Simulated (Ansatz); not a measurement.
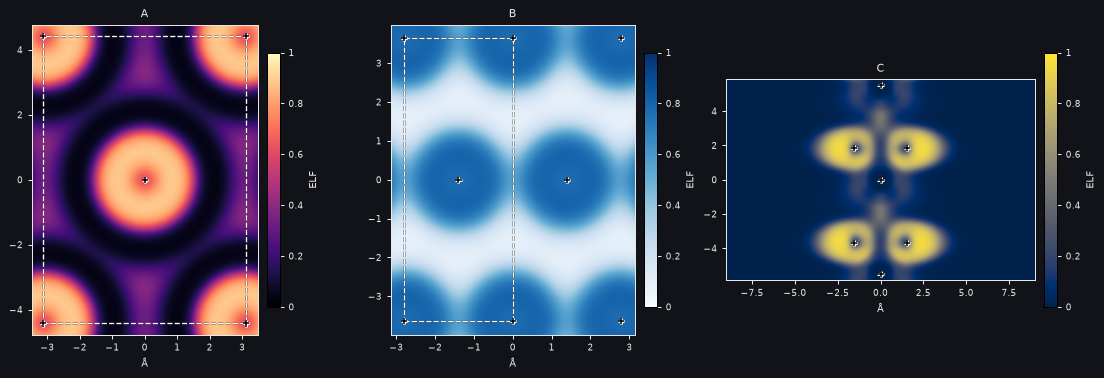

The electron localisation function of 3 systems, each on a plane through atoms (crosses mark nuclei in the plane).

All numbers below come from Kohn-Sham DFT of a periodic cell, PBEsol, all-electron PAW datasets made for the crystal (Ansatz).

System 1: Ge, the (110) plane of the conventional cell. Space group I4₁/amd; a structure from a database of computed crystals, not necessarily the ambient phase.

```
Ge
1.0
     5.14898    0.00000    0.00000
     0.00000    5.14898    0.00000
     0.00000    0.00000    2.79483
Ge
4
Cartesian
  0.0000 0.0000 1.3974
  2.5745 2.5745 0.0000
  2.5745 0.0000 0.6987
  0.0000 2.5745 2.0961
```

System 2: MoS$_{2}$, the (110) plane of the conventional cell. Space group P-6m2; a structure from a database of computed crystals, not necessarily the ambient phase.

```
CELL_PARAMETERS angstrom
3.18413 0.00000 0.00000
-1.59206 2.75753 0.00000
0.00000 0.00000 17.33460
ATOMIC_POSITIONS crystal
Mo 0.00000 0.00000 0.00000
S 0.33333 0.66667 0.91051
S 0.33333 0.66667 0.08949
```

System 3: Cs, the (011̄) plane of the conventional cell. Space group Im-3m; a structure from a database of computed crystals, not necessarily the ambient phase.

```xyz
2
Lattice="6.2569 0.0000 0.0000 0.0000 6.2569 0.0000 0.0000 0.0000 6.2569" Properties=species:S:1:pos:R:3 pbc="T T T"
Cs    0.0000    0.0000    0.0000
Cs    3.1285    3.1285    3.1285
```

**Match each panel to its system.**

Panel A is system 3, Cs: the plane holds Cs. Cs–Cs (5.42 Å): the ELF is about 0.15 at the midpoint (no localised pair shows between them). Panel B is system 1, Ge: the plane holds Ge. Ge–Ge (2.79 Å): the ELF is about 0.55 at the midpoint. Panel C is system 2, MoS$_{2}$: the plane holds Mo and S. Mo–S (2.41 Å): the ELF peaks at about 0.85 in the valence shell of S, 0.8 Å from its nucleus, and is about 0.60 at the midpoint.
